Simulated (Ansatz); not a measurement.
# SrVO$_{3}$: geometry relaxation (part 1 of 2)

SrVO$_{3}$ (Pm-3m, 5 atoms in the cell), computed with DFT PBE, scalar-relativistic, plane waves, PAW, spin-polarised (Ansatz 0.2.0).

The structure derives from an entry of the Crystallography Open Database.

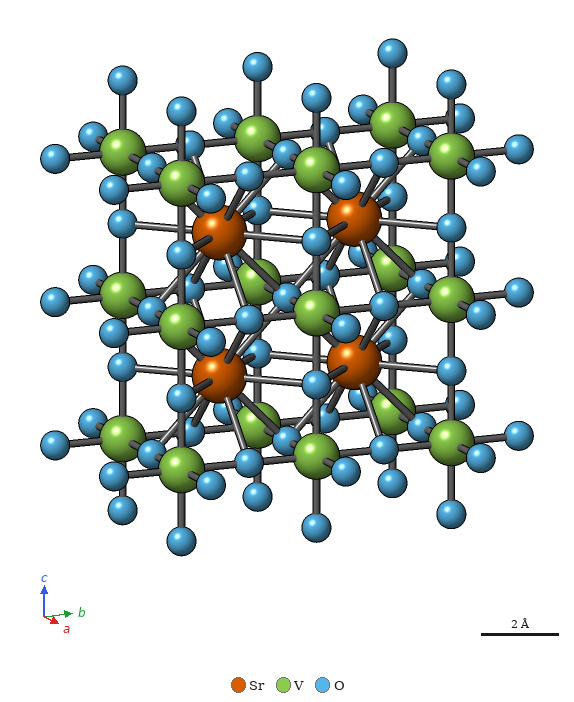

Figure 1. The starting structure (ball-and-stick view of the cell of the calculation, repeated 1 × 2 × 2, seen slightly off an axis; bonded neighbours outside the cell are drawn too). An atom can appear more than once, as a periodic image.

### Input
```yaml
crystal:
  lattice:
    - [3.8409, 0.0, 0.0]
    - [0.0, 3.8409, 0.0]
    - [0.0, 0.0, 3.8409]
  atoms:
    - { symbol: Sr, position: [0.5, 0.5, 0.5] }
    - { symbol: V, position: [0.0, 0.0, 0.0], spin: 0.42 }
    - { symbol: O, position: [0.5, 0.0, 0.0] }
    - { symbol: O, position: [0.0, 0.5, 0.0] }
    - { symbol: O, position: [0.0, 0.0, 0.5] }
basis:
  ecutwfc: 420
kpoints:
  mp_grid: { grid: [10, 10, 10] }
hamiltonian:
  xc: pbe
scf:
  occupations: { method: gaussian, width: 0.1 }
output:
  forces: true
  stress: true
  eigenvalues: true
  populations: true
magnetization:
  spin_polarized: true
relax:
  adjacent_minimum: "off"
  f_tol: 0.005
  max_steps: 80
  cell: { stress_tol: 0.05 }
```

Launched with:
```bash
ansatz run input.yaml --threads 1 --pin off --max-ram 2560MiB --backend cpu --events-out ev --progress --plain --runs-dir out
```

### Output
```
Engine: ansatz 0.2.0, aarch64-unknown-linux-gnu
Pseudopotentials: kind: paw
Pseudopotential: Sr, paw, valence charge 10, recommended cutoff 420 eV (normal), Sr.paw.azcp
Pseudopotential: V, paw, valence charge 13, recommended cutoff 420 eV (normal), V.paw.azcp
Pseudopotential: O, paw, valence charge 6, recommended cutoff 420 eV (normal), O.paw.azcp
Functional definition: PBE
  parameter kappa = 0.804
  parameter beta = 0.06672455060314922
  exchange = pbe_x(kappa = kappa, mu = beta*pi^2/3)
  correlation = pbe_c(beta = beta)
Crystal: 5 atoms, lattice volume = 56.663 Å³
Basis set: ecut = 420 eV, 1141 PW (Γ), exchange–correlation on 54×54×54 points (8 copies of the dense FFT grid, shifted against one another)
Bands: 26, of which v1, the nominal top of the filled ones, is band 21 counted from 1 (20 counted from 0)
Symmetry: 48 space group operations
Space group: Pm-3m (ITA 221), of the structure as read, at distance tolerance 3.8e-5 Å
Magnetic group: BNS 221.92 (UNI 1594), of the structure as read, at distance tolerance 3.8e-5 Å
k-points: 56 of 1000
Non-local potential: Sr, projectors of the file, l = 0: 3, l = 1: 2, l = 2: 2
Non-local potential: V, projectors of the file, l = 0: 3, l = 1: 2, l = 2: 3, l = 3: 1
Non-local potential: O, projectors of the file, l = 0: 2, l = 1: 2, l = 2: 1
PAW form: soft (Blöchl's): semilocal exchange-correlation on the pseudo side does not see the compensation charge
PAW one-centre angular grid: Sr, 110 points (default); XC on 64 Gauss nodes
PAW one-centre angular grid: V, 590 points (default); XC on 64 Gauss nodes
PAW one-centre angular grid: O, 110 points (default); XC on 64 Gauss nodes
Initial density: superposition of atomic densities (chi_scale 0.1, normalization cell, long waves kept (reshape's long-wave potential 0.00 eV rms))
Starting moments: Σ|m| = 0.42 μB on 1 of 5 sites
Initial wavefunctions: pseudopotential atomic-orbital guess
Functional: x = pbe(κ = 0.804, μ = 0.2195149727645171), c = pbe(β = 0.06672455060314922)
SCF iter   1: F=—  HF=-8166.119253 eV  |F-HF|=—  |Δ(HF+E_count)|=         —  Δρ=2.69e-2 (↑2.69e-2 ↓2.59e-2)  dr2=1.66e0  dr2_m=4.49e-3  M=0.351 μB ∫|m|=0.373 μB  β_m=0.30  ethr=3.10e-3  ⟨swp⟩=6.9  Hψ=13934  notcnv=0
Mixer restart at iter 1: flushing history
preconditioner: auto → Kerker (q_TF=auto, 2.585 Å⁻¹)  [metal: Δε(μ)=0.014 eV  Ē_g=13.004 eV  σ=0.100 eV  W_gap=0.08  n_scr=18 (ndim 8)  ℏωp=27.5 eV  f_vac=0.000  D(μ)=1.29/eV (n_scr^D=6)]
spin=Collinear: Kerker preconditioning applied to the charge; magnetization (m = ρ↑ − ρ↓) channel mixes plain (no charge-response kernel on spin).
SCF iter   2: F=—  HF=-8165.453612 eV  |F-HF|=—  |Δ(HF+E_count)|=   6.66e-1  Δρ=1.89e-2 (↑1.89e-2 ↓1.86e-2)  dr2=8.35e-1  dr2_m=2.12e-3  M=0.352 μB ∫|m|=0.374 μB  β_m=0.56  ethr=3.10e-3  ⟨swp⟩=2.0  Hψ=4273  notcnv=0  defer=115
SCF iter   3: F=—  HF=-8165.201650 eV  |F-HF|=—  |Δ(HF+E_count)|=   2.52e-1  Δρ=6.77e-3 (↑6.62e-3 ↓6.77e-3)  dr2=1.19e-1  dr2_m=9.88e-5  M=0.351 μB ∫|m|=0.370 μB  β_m=0.77  ethr=2.04e-3  ⟨swp⟩=2.4  Hψ=5473  notcnv=0  defer=122
SCF iter   4: F=—  HF=-8165.246841 eV  |F-HF|=—  |Δ(HF+E_count)|=         —  Δρ=2.85e-3 (↑2.33e-3 ↓2.85e-3)  dr2=1.64e-2  dr2_m=2.01e-4  M=0.338 μB ∫|m|=0.354 μB  β_m=0.77  ethr=2.90e-4  ⟨swp⟩=2.0  Hψ=5280  notcnv=0  defer=122
Mixer restart at iter 4: flushing history
SCF iter   5: F=—  HF=-8165.247436 eV  |F-HF|=—  |Δ(HF+E_count)|=   5.95e-4  Δρ=1.75e-3 (↑1.75e-3 ↓1.52e-3)  dr2=4.26e-3  dr2_m=1.03e-4  M=0.332 μB ∫|m|=0.347 μB  β_m=0.89  ethr=3.99e-5  ⟨swp⟩=2.4  Hψ=4530  notcnv=0  defer=122
SCF iter   6: F=—  HF=-8165.248650 eV  |F-HF|=—  |Δ(HF+E_count)|=   1.21e-3  Δρ=7.91e-4 (↑6.71e-4 ↓7.91e-4)  dr2=1.00e-3  dr2_m=2.05e-5  M=0.329 μB ∫|m|=0.343 μB  β_m=0.94  ethr=1.04e-5  ⟨swp⟩=2.1  Hψ=5178  notcnv=0  defer=121
SCF iter   7: F=—  HF=-8165.249116 eV  |F-HF|=—  |Δ(HF+E_count)|=   4.66e-4  Δρ=2.34e-4 (↑2.34e-4 ↓1.49e-4)  dr2=8.64e-5  dr2_m=1.93e-6  M=0.325 μB ∫|m|=0.339 μB  β_m=0.97  ethr=2.44e-6  ⟨swp⟩=2.0  Hψ=4368  notcnv=0  defer=120
SCF iter   8: F=—  HF=-8165.248468 eV  |F-HF|=—  |Δ(HF+E_count)|=   6.48e-4  Δρ=1.17e-4 (↑1.14e-4 ↓1.17e-4)  dr2=2.58e-5  dr2_m=1.02e-8  M=0.324 μB ∫|m|=0.338 μB  β_m=0.89  ethr=2.11e-7  ⟨swp⟩=2.0  Hψ=5182  notcnv=0  defer=120
SCF iter   9: F=—  HF=-8165.248469 eV  |F-HF|=—  |Δ(HF+E_count)|=   1.14e-6  Δρ=6.12e-5 (↑4.85e-5 ↓6.12e-5)  dr2=7.22e-6  dr2_m=3.24e-8  M=0.324 μB ∫|m|=0.338 μB  β_m=0.94  ethr=6.30e-8  ⟨swp⟩=2.4  Hψ=5164  notcnv=0  defer=120
SCF iter  10: F=—  HF=-8165.248470 eV  |F-HF|=—  |Δ(HF+E_count)|=   4.07e-7  Δρ=1.11e-5 (↑7.74e-6 ↓1.11e-5)  dr2=1.81e-7  dr2_m=1.69e-8  M=0.324 μB ∫|m|=0.338 μB  β_m=0.97  ethr=1.76e-8  ⟨swp⟩=2.5  Hψ=4551  notcnv=0  defer=119
SCF iter  11: F=—  HF=-8165.248470 eV  |F-HF|=—  |Δ(HF+E_count)|=   1.22e-7  Δρ=1.47e-6 (↑1.37e-6 ↓1.47e-6)  dr2=8.15e-9  dr2_m=8.98e-11  M=0.324 μB ∫|m|=0.338 μB  β_m=0.99  ethr=4.42e-10  ⟨swp⟩=2.0  Hψ=4579  notcnv=0  defer=119
iter 12 did not close the SCF: its close was put off until two iterations running show no level that it waits for move by more than its bar (scf_convergence_deferred on its scf_iter line)
SCF iter  12: F=-8165.248470 eV  HF=-8165.248470 eV  |F-HF|=3.77e-9  |Δ(HF+E_count)|=  1.00e-10  Δρ=1.18e-6 (↑1.18e-6 ↓1.14e-6)  dr2=4.35e-9  dr2_m=1.20e-12  M=0.324 μB ∫|m|=0.338 μB  β_m=0.99  ethr=1.99e-11  ⟨swp⟩=7.2  Hψ=10728  notcnv=0
SCF iter  13: F=-8165.248470 eV  HF=-8165.248470 eV  |F-HF|=9.09e-11  |Δ(HF+E_count)|=  6.90e-10  Δρ=2.17e-7 (↑2.17e-7 ↓1.48e-7)  dr2=1.18e-10  dr2_m=8.38e-13  M=0.324 μB ∫|m|=0.338 μB  ethr=1.06e-11  ⟨swp⟩=2.0  Hψ=7208  notcnv=0
SCF 1 converged in 13 iterations: F = -8165.248470 eV  dr2 = 1.18e-10
  greatest PAW one-centre occupation: 1.000 electrons in one spin orbital (limit 2), on the V atom at site 1 (counted from 0), in its partial waves of l = 0
relax step   1: F+E_penalty+E_count = -8165.24846992 eV  Δ(F+E_penalty+E_count) = +0.000e0 eV  max|allowed force component| = 6.692e-30 eV/Å  Δτ_max = 0.0000 Å  P = +2.604 GPa  Ω = 56.663 Å³  (13 SCF iters, dr2 threshold 1.00e-7 eV, accepted)
Crystal: 5 atoms, lattice volume = 57.294 Å³
Initial density: handed on by an earlier stage of this run
Starting moments: Σ|m| = 0.42 μB on 1 of 5 sites; this step starts from the density that it was given
Initial wavefunctions: those handed on with the density
iter 1 solved again at ethr=8.20e-6 eV; its pass at ethr=3.10e-3 eV (dr2=3.36e-3 eV) is discarded
SCF iter   1: F=—  HF=-8165.252214 eV  |F-HF|=—  |Δ(HF+E_count)|=         —  Δρ=1.47e-3 (↑1.47e-3 ↓1.02e-3)  dr2=3.24e-3  dr2_m=7.33e-5  M=0.331 μB ∫|m|=0.346 μB  β_m=0.65  ethr=8.20e-6  ⟨swp⟩=2.6  Hψ=14593  notcnv=0
preconditioner: auto → Kerker (q_TF=auto, 2.418 Å⁻¹)  [metal: Δε(μ)=0.013 eV  Ē_g=12.077 eV  σ=0.100 eV  W_gap=0.08  n_scr=18 (ndim 8)  ℏωp=27.3 eV  f_vac=0.001  D(μ)=1.54/eV (n_scr^D=6)]
spin=Collinear: Kerker preconditioning applied to the charge; magnetization (m = ρ↑ − ρ↓) channel mixes plain (no charge-response kernel on spin).
SCF iter   2: F=—  HF=-8165.250631 eV  |F-HF|=—  |Δ(HF+E_count)|=   1.58e-3  Δρ=4.74e-4 (↑4.30e-4 ↓4.74e-4)  dr2=2.31e-4  dr2_m=3.62e-6  M=0.331 μB ∫|m|=0.345 μB  β_m=0.42  ethr=7.91e-6  ⟨swp⟩=2.0  Hψ=4667  notcnv=0
SCF iter   3: F=—  HF=-8165.251002 eV  |F-HF|=—  |Δ(HF+E_count)|=   3.71e-4  Δρ=2.65e-4 (↑1.91e-4 ↓2.65e-4)  dr2=5.00e-5  dr2_m=6.50e-6  M=0.332 μB ∫|m|=0.346 μB  β_m=0.71  ethr=5.62e-7  ⟨swp⟩=2.2  Hψ=4540  notcnv=0
SCF iter   4: F=—  HF=-8165.251625 eV  |F-HF|=—  |Δ(HF+E_count)|=   6.24e-4  Δρ=2.49e-4 (↑1.37e-4 ↓2.49e-4)  dr2=1.03e-4  dr2_m=2.25e-6  M=0.333 μB ∫|m|=0.348 μB  β_m=0.86  ethr=1.22e-7  ⟨swp⟩=2.0  Hψ=5140  notcnv=0
SCF iter   5: F=—  HF=-8165.251865 eV  |F-HF|=—  |Δ(HF+E_count)|=   2.39e-4  Δρ=1.21e-4 (↑4.19e-5 ↓1.21e-4)  dr2=1.82e-5  dr2_m=2.08e-6  M=0.335 μB ∫|m|=0.350 μB  β_m=0.79  ethr=1.22e-7  ⟨swp⟩=2.0  Hψ=5255  notcnv=0
SCF iter   6: F=—  HF=-8165.251859 eV  |F-HF|=—  |Δ(HF+E_count)|=   5.90e-6  Δρ=9.84e-5 (↑9.84e-5 ↓8.78e-5)  dr2=2.30e-5  dr2_m=1.92e-8  M=0.337 μB ∫|m|=0.352 μB  β_m=0.93  ethr=4.44e-8  ⟨swp⟩=2.5  Hψ=5337  notcnv=0
SCF iter   7: F=—  HF=-8165.251884 eV  |F-HF|=—  |Δ(HF+E_count)|=   2.52e-5  Δρ=8.33e-6 (↑7.46e-6 ↓8.33e-6)  dr2=1.08e-7  dr2_m=7.03e-9  M=0.336 μB ∫|m|=0.352 μB  β_m=0.95  ethr=4.44e-8  ⟨swp⟩=2.0  Hψ=5240  notcnv=0
SCF iter   8: F=-8165.251884 eV  HF=-8165.251884 eV  |F-HF|=3.91e-7  |Δ(HF+E_count)|=   1.22e-7  Δρ=1.30e-5 (↑1.30e-5 ↓1.13e-5)  dr2=4.21e-7  dr2_m=4.45e-10  M=0.336 μB ∫|m|=0.352 μB  ethr=2.63e-10  ⟨swp⟩=2.3  Hψ=10242  notcnv=0
SCF 2 converged in 8 iterations: F = -8165.251884 eV  dr2 = 4.21e-7
relax step   2: F+E_penalty+E_count = -8165.25188357 eV  Δ(F+E_penalty+E_count) = -3.414e-3 eV  max|allowed force component| = 2.183e-29 eV/Å  Δτ_max = 0.0000 Å  P = +0.453 GPa  Ω = 57.294 Å³  energy of the carried Pulay correction = -2.562e-3 eV  (8 SCF iters, dr2 threshold 5.00e-7 eV, accepted)
Crystal: 5 atoms, lattice volume = 57.428 Å³
iter 1 solved again at ethr=3.63e-7 eV; its pass at ethr=3.10e-3 eV (dr2=1.49e-4 eV) is discarded
SCF iter   1: F=—  HF=-8165.251552 eV  |F-HF|=—  |Δ(HF+E_count)|=         —  Δρ=3.16e-4 (↑3.16e-4 ↓2.11e-4)  dr2=1.45e-4  dr2_m=3.96e-6  M=0.338 μB ∫|m|=0.354 μB  β_m=0.65  ethr=3.63e-7  ⟨swp⟩=2.6  Hψ=14361  notcnv=0
preconditioner: auto → Kerker (q_TF=auto, 2.417 Å⁻¹)  [metal: Δε(μ)=0.022 eV  Ē_g=12.083 eV  σ=0.100 eV  W_gap=0.13  n_scr=18 (ndim 8)  ℏωp=27.3 eV  f_vac=0.001  D(μ)=1.52/eV (n_scr^D=6)]
spin=Collinear: Kerker preconditioning applied to the charge; magnetization (m = ρ↑ − ρ↓) channel mixes plain (no charge-response kernel on spin).
SCF iter   2: F=—  HF=-8165.251480 eV  |F-HF|=—  |Δ(HF+E_count)|=   7.15e-5  Δρ=1.01e-4 (↑8.91e-5 ↓1.01e-4)  dr2=9.92e-6  dr2_m=3.22e-7  M=0.338 μB ∫|m|=0.354 μB  β_m=0.43  ethr=3.53e-7  ⟨swp⟩=2.0  Hψ=4691  notcnv=0
SCF iter   3: F=—  HF=-8165.251496 eV  |F-HF|=—  |Δ(HF+E_count)|=   1.58e-5  Δρ=5.84e-5 (↑4.09e-5 ↓5.84e-5)  dr2=2.31e-6  dr2_m=3.33e-7  M=0.338 μB ∫|m|=0.354 μB  β_m=0.71  ethr=2.42e-8  ⟨swp⟩=2.1  Hψ=4400  notcnv=0
SCF iter   4: F=—  HF=-8165.251523 eV  |F-HF|=—  |Δ(HF+E_count)|=   2.67e-5  Δρ=5.40e-5 (↑2.41e-5 ↓5.40e-5)  dr2=4.05e-6  dr2_m=1.68e-7  M=0.339 μB ∫|m|=0.354 μB  β_m=0.86  ethr=5.64e-9  ⟨swp⟩=2.0  Hψ=5140  notcnv=0
SCF iter   5: F=—  HF=-8165.251533 eV  |F-HF|=—  |Δ(HF+E_count)|=   1.07e-5  Δρ=1.91e-5 (↑8.10e-6 ↓1.91e-5)  dr2=7.30e-7  dr2_m=3.92e-8  M=0.339 μB ∫|m|=0.355 μB  β_m=0.93  ethr=5.64e-9  ⟨swp⟩=2.0  Hψ=5256  notcnv=0
SCF iter   6: F=—  HF=-8165.251533 eV  |F-HF|=—  |Δ(HF+E_count)|=   1.99e-7  Δρ=7.47e-6 (↑7.47e-6 ↓4.07e-6)  dr2=3.83e-8  dr2_m=8.69e-9  M=0.339 μB ∫|m|=0.355 μB  β_m=0.92  ethr=1.78e-9  ⟨swp⟩=2.0  Hψ=5078  notcnv=0
SCF iter   7: F=-8165.251533 eV  HF=-8165.251533 eV  |F-HF|=3.04e-8  |Δ(HF+E_count)|=   4.91e-9  Δρ=3.95e-6 (↑3.95e-6 ↓3.17e-6)  dr2=3.66e-8  dr2_m=1.43e-10  M=0.339 μB ∫|m|=0.355 μB  ethr=9.34e-11  ⟨swp⟩=1.8  Hψ=8684  notcnv=0
SCF 3 converged in 7 iterations: F = -8165.251533 eV  dr2 = 3.66e-8
relax step   3: F+E_penalty+E_count = -8165.25153338 eV  Δ(F+E_penalty+E_count) = +3.502e-4 eV  max|allowed force component| = 2.327e-30 eV/Å  Δτ_max = 0.0000 Å  P = +0.008 GPa  Ω = 57.428 Å³  energy of the carried Pulay correction = -3.105e-3 eV  (7 SCF iters, dr2 threshold 5.00e-7 eV, accepted)
Initial wavefunctions: pseudopotential atomic-orbital guess (no wavefunctions were taken with the density)
iter 1 solved again at ethr=9.96e-7 eV; its pass at ethr=3.10e-3 eV (dr2=4.09e-4 eV) is discarded
SCF iter   1: F=—  HF=-8165.254844 eV  |F-HF|=—  |Δ(HF+E_count)|=         —  Δρ=7.95e-5 (↑7.95e-5 ↓7.93e-5)  dr2=1.24e-6  dr2_m=9.93e-10  M=0.339 μB ∫|m|=0.355 μB  β_m=0.65  ethr=9.96e-7  ⟨swp⟩=3.2  Hψ=21371  notcnv=0
eigensolver tolerance schedule: the retry pair's looser diagonalisation over-reported the residual by 328.35 of it (diagonalisation noise at 0.12 of the residual, at the tolerance the schedule requests for it); recorded, not acted on — ethr = c·dr2/N_el stays at c = 1.0e-1
preconditioner: auto → Kerker (q_TF=auto, 2.417 Å⁻¹)  [metal: Δε(μ)=0.024 eV  Ē_g=12.089 eV  σ=0.100 eV  W_gap=0.13  n_scr=18 (ndim 8)  ℏωp=27.3 eV  f_vac=0.001  D(μ)=1.51/eV (n_scr^D=6)]
spin=Collinear: Kerker preconditioning applied to the charge; magnetization (m = ρ↑ − ρ↓) channel mixes plain (no charge-response kernel on spin).
SCF iter   2: F=—  HF=-8165.254889 eV  |F-HF|=—  |Δ(HF+E_count)|=   4.54e-5  Δρ=2.87e-5 (↑2.87e-5 ↓2.86e-5)  dr2=2.41e-7  dr2_m=1.38e-10  M=0.339 μB ∫|m|=0.355 μB  β_m=0.58  ethr=3.03e-9  ⟨swp⟩=2.2  Hψ=5193  notcnv=0
SCF iter   3: F=—  HF=-8165.254896 eV  |F-HF|=—  |Δ(HF+E_count)|=   6.97e-6  Δρ=7.74e-6 (↑7.74e-6 ↓7.72e-6)  dr2=1.58e-8  dr2_m=6.09e-12  M=0.339 μB ∫|m|=0.355 μB  β_m=0.66  ethr=5.88e-10  ⟨swp⟩=2.1  Hψ=3904  notcnv=0
SCF iter   4: F=—  HF=-8165.254897 eV  |F-HF|=—  |Δ(HF+E_count)|=   4.32e-7  Δρ=1.08e-6 (↑1.03e-6 ↓1.08e-6)  dr2=2.73e-9  dr2_m=6.48e-13  M=0.339 μB ∫|m|=0.355 μB  β_m=0.83  ethr=3.86e-11  ⟨swp⟩=2.0  Hψ=4667  notcnv=0
SCF iter   5: F=—  HF=-8165.254895 eV  |F-HF|=—  |Δ(HF+E_count)|=   1.12e-6  Δρ=7.59e-7 (↑5.23e-7 ↓7.59e-7)  dr2=1.75e-9  dr2_m=1.39e-11  M=0.339 μB ∫|m|=0.355 μB  β_m=0.91  ethr=6.65e-12  ⟨swp⟩=2.0  Hψ=5126  notcnv=0
SCF iter   6: F=—  HF=-8165.254895 eV  |F-HF|=—  |Δ(HF+E_count)|=  3.00e-10  Δρ=2.64e-7 (↑2.64e-7 ↓2.22e-7)  dr2=1.45e-10  dr2_m=7.37e-12  M=0.339 μB ∫|m|=0.355 μB  β_m=0.96  ethr=4.28e-12  ⟨swp⟩=2.0  Hψ=5131  notcnv=0
SCF iter   7: F=—  HF=-8165.254895 eV  |F-HF|=—  |Δ(HF+E_count)|=  1.00e-11  Δρ=6.39e-8 (↑5.87e-8 ↓6.39e-8)  dr2=8.17e-12  dr2_m=1.28e-13  M=0.339 μB ∫|m|=0.355 μB  β_m=0.98  ethr=1.00e-12  ⟨swp⟩=2.6  Hψ=4846  notcnv=0
SCF iter   8: F=—  HF=-8165.254895 eV  |F-HF|=—  |Δ(HF+E_count)|=  9.09e-13  Δρ=6.07e-8 (↑6.07e-8 ↓5.11e-8)  dr2=8.61e-12  dr2_m=1.51e-14  M=0.339 μB ∫|m|=0.355 μB  β_m=0.99  ethr=1.00e-12  ⟨swp⟩=1.0  Hψ=2912  notcnv=0
SCF iter   9: F=-8165.254895 eV  HF=-8165.254895 eV  |F-HF|=6.37e-12  |Δ(HF+E_count)|=  8.19e-12  Δρ=4.95e-8 (↑4.90e-8 ↓4.95e-8)  dr2=6.65e-12  dr2_m=2.99e-16  M=0.339 μB ∫|m|=0.355 μB  ethr=1.00e-12  ⟨swp⟩=2.8  Hψ=9064  notcnv=0
SCF 4 converged in 9 iterations: F = -8165.254895 eV  dr2 = 6.65e-12
relax step   4: F+E_penalty+E_count = -8165.25489538 eV  Δ(F+E_penalty+E_count) = -3.362e-3 eV  max|allowed force component| = 2.626e-30 eV/Å  Δτ_max = 0.0000 Å  P = +0.109 GPa  Ω = 57.428 Å³  stress off target by 1.09e-1 GPa  SCF on the basis re-selected at this cell (its energy is not comparable with the rows above)  (9 SCF iters)
basis re-selected at this cell: Δ(F+E_penalty+E_count) = -3.362e-3 eV, ΔP = +0.101 GPa vs the last step (what re-selecting the basis moved, of the pressure what is left beyond the Pulay correction that the steps carried, after the strain that the cell walked since its last selection, with what the two solves' SCF thresholds leave and, on support functions, any second-order correction that the steps lacked; it is no measure of the basis error at this ecutwfc). This SCF's stress stands 1.09e-1 GPa from its target on what of the cell is left free (relax.cell.stress_tol is 5.00e-2 GPa) and its largest allowed force component is 2.63e-30 eV/Å (relax.f_tol is 5.00e-3 eV/Å): not within both, so this SCF does not close the relaxation
Crystal: 5 atoms, lattice volume = 57.462 Å³
iter 1 solved again at ethr=2.15e-8 eV; its pass at ethr=3.10e-3 eV (dr2=8.83e-6 eV) is discarded
```
